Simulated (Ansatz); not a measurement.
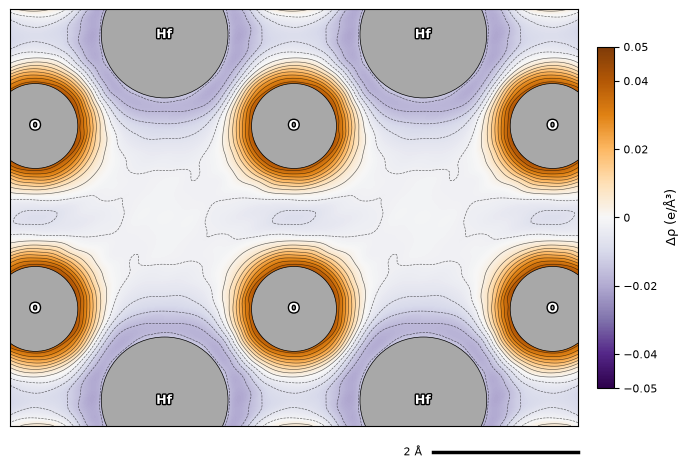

HfO₂. Difference of the valence pseudo-densities of two functionals at the same geometry, on the (101̄) plane of the calculation cell: one of LDA and r2SCAN less the other.

Both computed with Ansatz (plane waves, PAW), on the same k-point mesh. Grey discs cover the atomic cores.

```yaml
crystal:
  lattice:
    - [0.00000, 2.52918, 2.52918]
    - [2.52918, 0.00000, 2.52918]
    - [2.52918, 2.52918, 0.00000]
  atoms:
    - { symbol: Hf, position: [0.00000, 0.00000, 0.00000] }
    - { symbol: O, position: [0.25000, 0.25000, 0.25000] }
    - { symbol: O, position: [0.75000, 0.75000, 0.75000] }
```

Question: Which was subtracted from which, and what does the map show?

Answer: It is r2SCAN less LDA. Against LDA, r2SCAN gives less density around Hf (−0.014 e/Å³ on average at 1.2 Å from the nucleus), more density around O (+0.024 e/Å³ on average at 0.7 Å from the nucleus) and a change of −0.015 e/Å³ at the midpoint of Hf–O.
